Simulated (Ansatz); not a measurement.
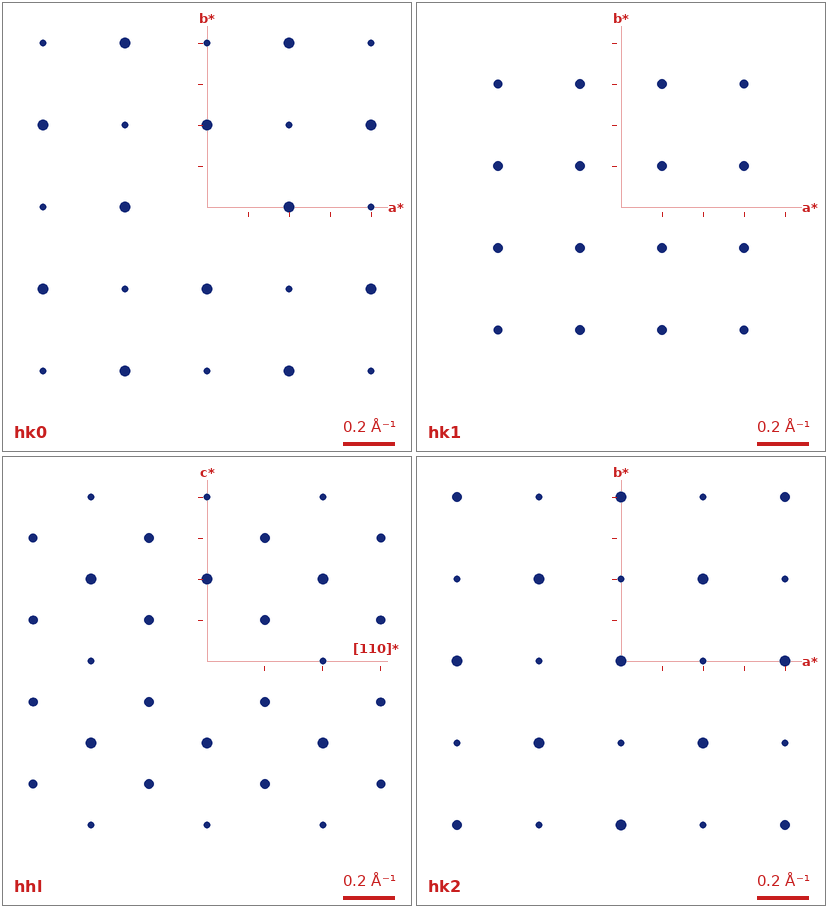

Four undistorted layers of reciprocal space, calculated for a single crystal (neutrons, kinematic |F|², B = 0.5 Å²). Tick marks count the reciprocal lattice steps of the conventional cell along each axis.

The compound is TiSe. Structure: the input geometry of an electronic-structure calculation (not necessarily at equilibrium); the starting structure was generated, so it need not be a known form of this composition.

Q: Read the reciprocal cell and give the direct cell.

A: a* = 0.162, b* = 0.162, c* = 0.162 Å⁻¹; the cell is cubic with a = 6.17 Å.

Q: Which reflection conditions do the layers show?

A: Reflections are present only under these conditions. hkl: h + k = 2n, h + l = 2n; hk0: h = 2n, k = 2n; hhl: h + l = 2n; h00: h = 2n. The lattice is face-centred (F).

Q: Which space groups fit?

A: The intensities have Laue symmetry m-3m (the hk0 layer shows 4mm, hk1 shows 4mm). With these conditions the candidates are F432 (No. 209), F-43m (No. 216), Fm-3m (No. 225). Diffraction geometry alone does not choose among them; the structure has F-43m.
